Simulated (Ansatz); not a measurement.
System: a (110) slab cut from HgSe (F-43m), ended by HgSe planes, 10 atoms in the cell.

```xyz
10
Lattice="4.4267 0.0000 0.0000 0.0000 6.2602 0.0000 0.0000 0.0000 23.8533" Properties=species:S:1:pos:R:3 pbc="T T T"
Hg    2.2133    2.8200    8.0437
Se    0.0000    1.5880    7.3233
Hg    0.0000    0.1382    9.5650
Se    2.2133    4.8188    9.7653
Hg    2.2133    3.1533   11.9265
Se    0.0000    1.5917   11.9266
Hg    0.0000    0.1378   14.2889
Se    2.2133    4.8189   14.0875
Hg    2.2133    2.8206   15.8095
Se    0.0000    1.5886   16.5302
```

Level of theory: DFT PBE, scalar-relativistic, plane waves, PAW, no spin polarisation, 8×6×1 k mesh, 420 eV cutoff, Gaussian smearing of 0.1 eV; code Ansatz 0.2.0.

What does the calculation give for the electronic structure? The path is X–Γ–Y–S–Γ.

The bands leave a gap. The gap along this path is 0.32 eV and direct: both edges lie at Γ. The top valence level at Γ is a single band, not degenerate (spin aside). The next level lies only 0.20 eV lower. The top valence band spans 1.0 eV and the lowest conduction band 2.0 eV. The direct gaps are 3.28 eV at X, 2.30 eV at S and 0.32 eV at Γ.

Spin-orbit coupling is left out, which matters for Hg.

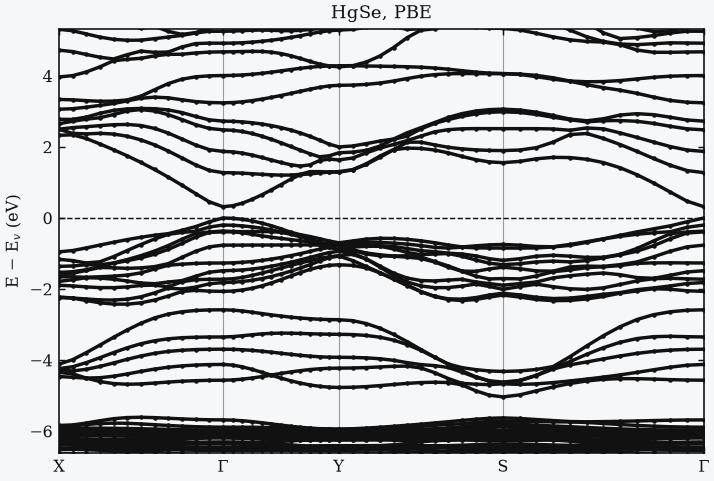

Band structure. Energies are counted from the top of the valence band.
